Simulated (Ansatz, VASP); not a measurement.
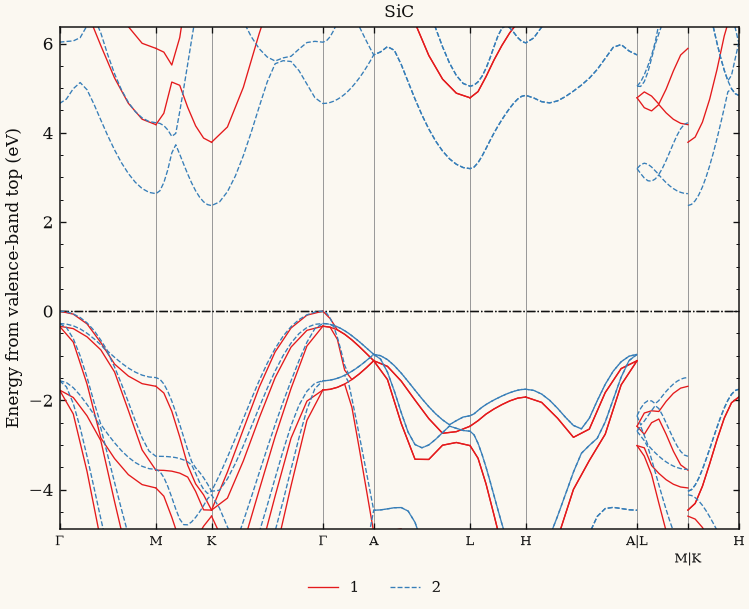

Band structures of wurtzite SiC, space group P6_3mc, 4 atoms in the cell (a = 3.076 Å, c = 5.048 Å (hexagonal axes)), by two methods on the same cell. Each is counted from its own valence-band top.

### Which curve is which? The methods: RPBE (Ansatz), PBEsol0 (VASP).

1 is PBEsol0 (VASP); 2 is RPBE (Ansatz). PBEsol0 (VASP) gives a gap of 3.79 eV along the path and RPBE (Ansatz) gives a gap of 2.37 eV along the path.

Settings. PBEsol0 (VASP): VASP PAW PBE potentials, release 64 (Si, C), no spin polarisation, no spin-orbit coupling, 5×5×3 k mesh, 520 eV cutoff, Fermi-Dirac smearing of 0.05 eV (VASP 6.6.1). RPBE (Ansatz): Ansatz PAW, no spin polarisation, no spin-orbit coupling, 10×10×5 k mesh, 420 eV cutoff, Fermi-Dirac smearing of 0.05 eV (Ansatz 0.2.0).

The two runs differ in program as well. The cell is at 7 GPa in RPBE (Ansatz) and −4 GPa in PBEsol0 (VASP). The PAW data sets were made with another functional. LDA, GGA and most meta-GGA functionals understate gaps. PBEsol0 (VASP): the k mesh is coarse, so the values aren't converged, least of all with exact exchange.
